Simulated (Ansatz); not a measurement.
**FeO: 7 runs along one coordinate**

System: FeO (2 atoms in the cell).
Method: Kohn-Sham DFT of a periodic cell, PBE, all-electron LAPW, scalar-relativistic, spin-polarised (Ansatz 0.2.0).

The 7 runs differ only in the geometry, by an even scaling of the cell at fixed fractional positions. The structure derives from an entry of the Crystallography Open Database.

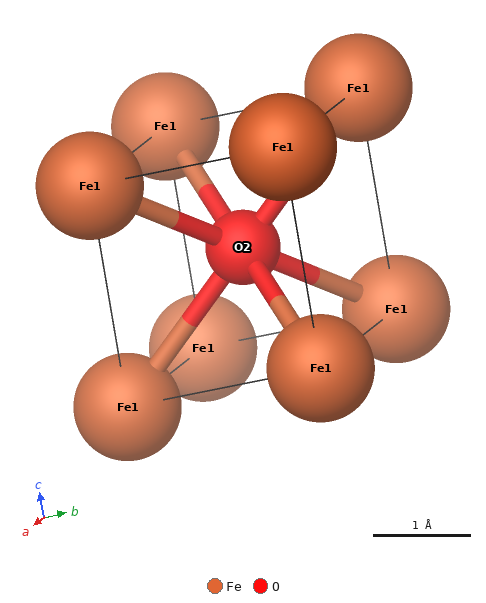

Figure 1. The structure of run 4 (ball-and-stick view of the reduced cell, seen slightly off an axis; atoms are numbered from 1 in the order of the input).

## Input of run 4
```yaml
crystal:
  lattice:
    - [1.5188209023, 0.8768916568, 2.5195772846]
    - [-1.5188209023, 0.8768916568, 2.5195772846]
    - [0.0, -1.7537833136, 2.5195772846]
  atoms:
    - { symbol: Fe, position: [0.0, 0.0, 0.0], spin: 3.0 }
    - { symbol: O, position: [0.5, 0.5, 0.5] }
kpoints:
  mp_grid: { grid: [11, 11, 11] }
scf:
  occupations: { method: fermi_dirac, width: 0.05 }
hamiltonian:
  xc: pbe
  pseudopotentials: { kind: all_electron, lapw: { basis_error: 0.0005 } }
magnetization:
  spin_polarized: true
output:
  forces: true
  stress: true
  eigenvalues: true
```

Command:
```bash
ansatz run input.yaml --threads 2 --pin off --max-ram 6144MiB --backend cpu --events-out ev --progress --plain --runs-dir out
```

Lattice vectors (Å) and fractional positions of run 4:
```
   1.518821    0.876892    2.519577
  -1.518821    0.876892    2.519577
   0.000000   -1.753783    2.519577
Fe  0.000000  0.000000  0.000000
O   0.500000  0.500000  0.500000
```

Run 2 differs from it as follows:
```diff
-    - [1.5188209023, 0.8768916568, 2.5195772846]
-    - [-1.5188209023, 0.8768916568, 2.5195772846]
-    - [0.0, -1.7537833136, 2.5195772846]
+    - [1.4982937792, 0.8650403168, 2.4855247686]
+    - [-1.4982937792, 0.8650403168, 2.4855247686]
+    - [0.0, -1.7300806335, 2.4855247686]
```

## Results, with one run withheld

```tsv
run	volume per atom (Å³)	free energy per atom, from the lowest run given (meV)	pressure (GPa)
1	9.463	17.93	11.49
2	9.664	?	?
3	9.866	0.74	2.52
4	10.067	0.00	−1.27
5	10.268	3.76	−4.66
6	10.470	11.57	−7.71
7	10.671	23.00	−10.43
```

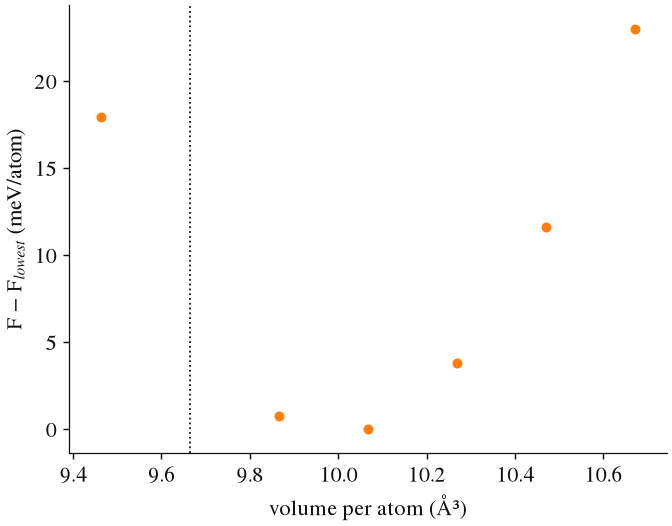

Figure 2. Free energy per atom of the runs given; the dotted line marks run 2.

Estimate the energy of run 2 from the others.

A cubic polynomial in V^(−2/3) (the Birch–Murnaghan form), fitted to the 6 runs given, misses them by at most 0.01 meV per atom. With x = V^(−2/3) − 0.21372 Å⁻², it reads F = 0.58847 − 982.04 x + 2.7807e+05 x² + 2.809e+05 x³ (meV per atom). At run 2 it gives 6.54 meV per atom, and the run itself gives 6.52. The slope of the fit gives a pressure −dF/dV of 6.76 GPa there, and the run prints 6.76 GPa. The fit has its minimum at 9.997 Å³ per atom, where V d²F/dV² gives 185 GPa. Cell shape and fractional positions are held, so this is the stiffness under even scaling; the relaxed bulk modulus wasn't computed.

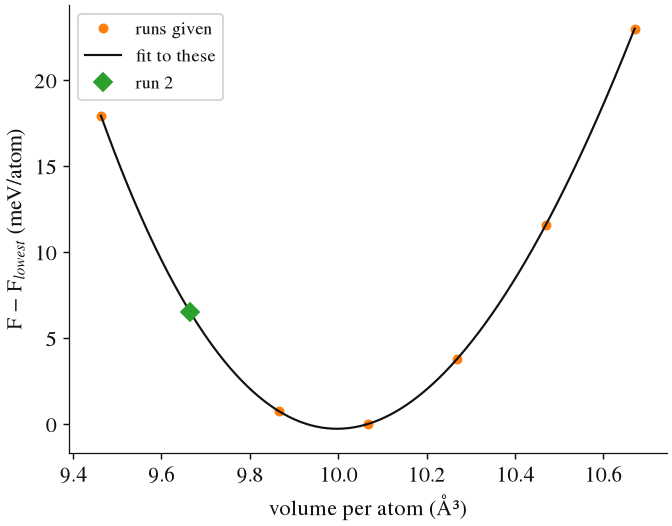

Figure 3. The fit and the withheld run.

## Output, shortened to warnings, some set-up lines, iterations and results (run 2)
```
Basis set: ecut = 386.71295611042643 eV, 331 PW (Γ), exchange–correlation at level 2
Symmetry: 12 space group operations
k-points: 146 of 1331
Initial density: superposition of atomic densities (chi_scale 0.1, normalization cell, long waves kept (reshape's long-wave potential 0.00 eV rms))
[...]
SCF iter   1: F=—  HF=-36682.776693 eV  |F-HF|=—  |Δ(HF+E_count)|=         —  Δρ=6.58e-2 (↑5.79e-2 ↓6.58e-2)  dr2=1.80e0  dr2_m=3.03e-1  M=4.002 μB ∫|m|=4.002 μB  β_m=0.30  …
SCF iter   2: F=—  HF=-36681.806510 eV  |F-HF|=—  |Δ(HF+E_count)|=   9.70e-1  Δρ=3.58e-2 (↑3.58e-2 ↓3.46e-2)  dr2=4.32e-1  dr2_m=1.35e-1  M=4.000 μB ∫|m|=4.001 μB  β_m=0.47  …
SCF iter   3: F=—  HF=-36681.745656 eV  |F-HF|=—  |Δ(HF+E_count)|=   6.09e-2  Δρ=1.85e-2 (↑1.75e-2 ↓1.85e-2)  dr2=2.29e-1  dr2_m=1.49e-2  M=4.001 μB ∫|m|=4.006 μB  β_m=0.50  …
SCF iter   4: F=—  HF=-36681.679069 eV  |F-HF|=—  |Δ(HF+E_count)|=         —  Δρ=3.84e-3 (↑3.84e-3 ↓3.84e-3)  dr2=2.58e-3  dr2_m=1.58e-3  M=4.000 μB ∫|m|=4.008 μB  β_m=0.50  …
SCF iter   5: F=—  HF=-36681.681587 eV  |F-HF|=—  |Δ(HF+E_count)|=   2.52e-3  Δρ=3.21e-3 (↑3.21e-3 ↓1.41e-3)  dr2=4.88e-3  dr2_m=2.40e-4  M=4.000 μB ∫|m|=4.010 μB  β_m=0.48  …
SCF iter   6: F=—  HF=-36681.679209 eV  |F-HF|=—  |Δ(HF+E_count)|=   2.38e-3  Δρ=1.43e-3 (↑1.43e-3 ↓1.20e-3)  dr2=2.32e-4  dr2_m=2.25e-4  M=4.000 μB ∫|m|=4.010 μB  β_m=0.59  …
SCF iter   7: F=—  HF=-36681.679877 eV  |F-HF|=—  |Δ(HF+E_count)|=   6.68e-4  Δρ=4.83e-4 (↑4.83e-4 ↓3.69e-4)  dr2=2.02e-5  dr2_m=2.66e-5  M=4.000 μB ∫|m|=4.011 μB  β_m=0.78  …
SCF iter   8: F=—  HF=-36681.679947 eV  |F-HF|=—  |Δ(HF+E_count)|=   6.99e-5  Δρ=9.43e-5 (↑5.22e-5 ↓9.43e-5)  dr2=2.19e-7  dr2_m=8.18e-7  M=4.000 μB ∫|m|=4.011 μB  β_m=0.65  …
SCF iter   9: F=—  HF=-36681.679948 eV  |F-HF|=—  |Δ(HF+E_count)|=   1.03e-6  Δρ=1.09e-5 (↑1.09e-5 ↓7.39e-6)  dr2=4.58e-8  dr2_m=4.87e-9  M=4.000 μB ∫|m|=4.011 μB  β_m=0.70  …
SCF iter  10: F=—  HF=-36681.679948 eV  |F-HF|=—  |Δ(HF+E_count)|=   3.60e-8  Δρ=3.34e-6 (↑2.15e-6 ↓3.34e-6)  dr2=3.22e-9  dr2_m=4.35e-10  M=4.000 μB ∫|m|=4.011 μB  β_m=0.85  …
SCF iter  11: F=-36681.679948 eV  HF=-36681.679948 eV  |F-HF|=4.95e-10  |Δ(HF+E_count)|=   1.30e-8  Δρ=1.33e-6 (↑2.48e-7 ↓1.33e-6)  dr2=2.11e-10  dr2_m=8.34e-11  M=4.000 μB …
SCF 1 converged in 11 iterations: F = -36681.679948 eV  dr2 = 2.11e-10
SCF converged after 11 iterations
Magnetization: 3.9997 μB (13.9999 up, 10.0001 down)
Absolute magnetization: 4.0113 μB (∫|ρ↑−ρ↓|)
Spin contamination: 0.0109 ħ² per cell (⟨S²⟩ above its minimum at these occupations)
Per-site moments (μB) at R_I (Å): [(3.6111819261505413, 1.1596921046121964), (0.3284713364852694, 0.9704809416578445)]
Free energy (F): -36681.679948 eV
Harris-Foulkes:  -36681.679948 eV  (|F-HF|=4.95e-10)
Internal energy: -36681.669018 eV  (E = F + TS)
E sigma→0 (E₀):  -36681.674483 eV
Entropy (-TS):   -0.010931 eV (-5.465 meV/atom)
Fermi energy:    15.411296 eV
--- Per-component energies (eV) ---
  E_band       = -1234.308715
  E_kinetic    = 37157.657386
  E_xc         = -1757.082647
  E_electrostatic = -72082.243757  (all electrons and nuclei)
  E_smearing   = -0.010931  (= −TS)
  E_closure    = 0.000000  (closes the sum)
  E_atoms      = -36665.908118  (free atoms, spherical and without spin; not in F)
  Σ components = -36681.679948   (vs F -36681.679948, Δ=0.00e0)
  Basis errors (estimates in eV, not in F): energy 1.9e-4 per atom: plane waves 1.7e-4 (9.4e-5 summed), levels above the bands 3.5e-132, relativity 6.8e-9, radial functions 1.8e-5, core shells 3.4e-8; eigenvalues (radial functions only) 9.4e-7; not estimated: angular momenta, meshes, grids; target …
--- Forces (eV/Å), atoms counted from 1 ---
  atom   1  Fe    -0.00000000     0.00000000     0.00000000
  atom   2  O      0.00000000     0.00000000     0.00000000
  max |Σ_I F_I| component: 4.21e-30 eV/Å
--- Stress (GPa, compression-positive) ---
        7.040403       0.000000      -0.000000
        0.000000       7.040403      -0.000000
       -0.000000      -0.000000       6.190138
  P = ⅓ Tr σ = 6.7570 GPa (67.570 kbar)
```
